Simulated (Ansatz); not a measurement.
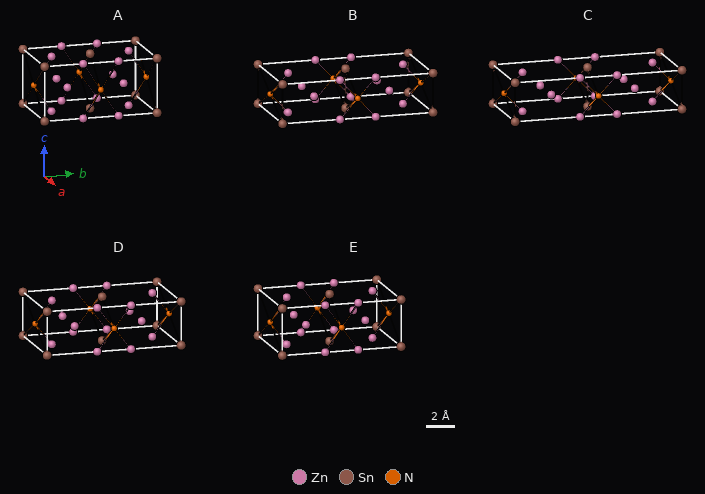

5 geometries from one relaxation of a crystal of Zn4SnN (a generated structure, set up in Cmmm) (coarse preliminary run), in shuffled order. A ball-and-stick model of the conventional cell (2 times the calculation's cell), seen slightly off an axis. Lengths and directions refer to the drawn axes.

These are results of DFT PBE, scalar-relativistic, plane waves, PAW (Ansatz 0.2.0), not measurements. Set-up: plane-wave cutoff 420 eV; k-point mesh 4 × 4 × 4; occupations gaussian; smearing width 0.1 eV; no spin polarisation; cell and atoms relaxed; force threshold 0.04 eV/Å; at most 70 steps.

Q: Put them in the order of the run, from the start to the converged end.

A: A, E, D, B, C. They are steps 0, 5, 14, 17, 27, at +195 meV per atom, +157 meV per atom, +133 meV per atom, +38.2 meV per atom relative to the last. After 21 accepted moves (27 points after the start) the energy has fallen by 195 meV per atom. The largest force component goes from 0.58 to 0.027 eV/Å. Pressure: 0.38 GPa at the start and 0.08 GPa at the end. The line search rejected the trial steps at points 6, 10, 19 of the run. At 3 points the geometry stayed and the basis and grid were re-selected for the new cell (energy shift of 14.2 meV per atom at most each time). The largest moves relative to the cell, 0.59 Å, are those of Zn atoms. N and Sn stay in place. The volume changes by +8.3 %, with a 5.419 → 5.548 Å (+2.4 %), b 8.559 → 12.695 Å (+48.3 %), c 4.105 → 2.928 Å (−28.7 %). Near-neighbour distances that change, for instance: Sn–Sn 4.105 → 2.928 Å, N–Zn 2.456 → 2.031 Å, N–Sn 3.399 → 3.137 Å. The space group stays Cmmm (No. 65).

Limits of the set-up: the k-point mesh is coarse for a cell with partly filled bands; layers or molecules are held without a dispersion correction, so their spacing is unreliable.
